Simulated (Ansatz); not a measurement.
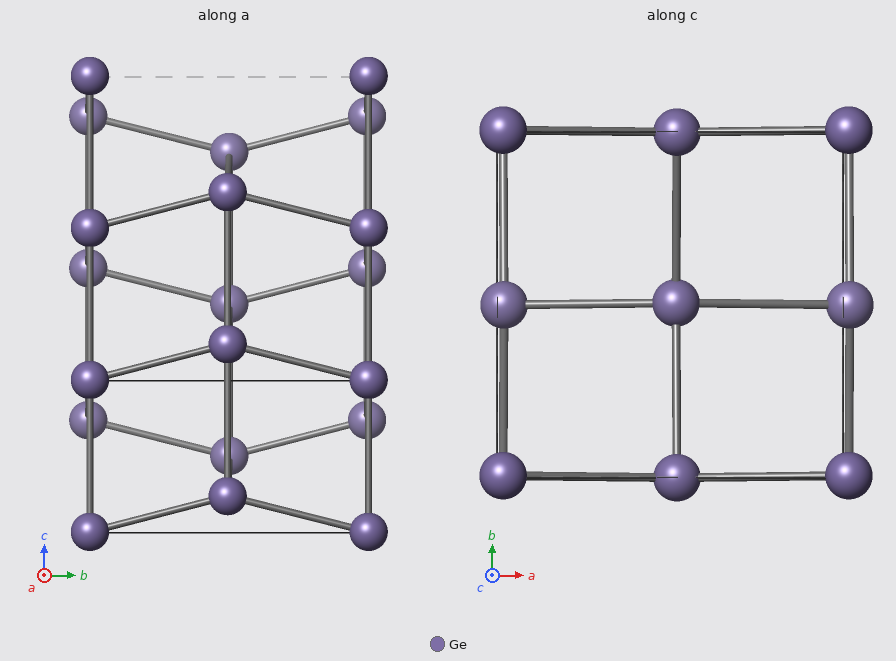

A ball-and-stick rendering, viewed along the a axis and along the c axis. The solid frame is a single drawn cell (a repeat of the simulation cell) within a 1×1×3 block.

Ge, a = 5.13 Å, b = 5.12 Å, c = 2.79 Å, α = 90.00°, β = 90.00°, γ = 90.00°.

Results below were computed with Ansatz, DFT PBEsol, scalar-relativistic, plane waves, PAW; the settings were plane waves up to 420 eV, k-points about 0.18 Å⁻¹ apart, Gaussian smearing of 0.15 eV, no spin polarisation.

Question: Classify it as metallic or gapped, with the value.

Answer: A metal: bands cross the Fermi level.

Question: Give the pressure and its sign.

Answer: The computed pressure is 0.0 GPa, close to zero. The stress isn't hydrostatic: its largest component is 1.0 GPa.

The model was built from a structure listed in the Materials Project. The cell was then strained or its atoms displaced on purpose. Ansatz was used for an electronic-structure calculation on it.
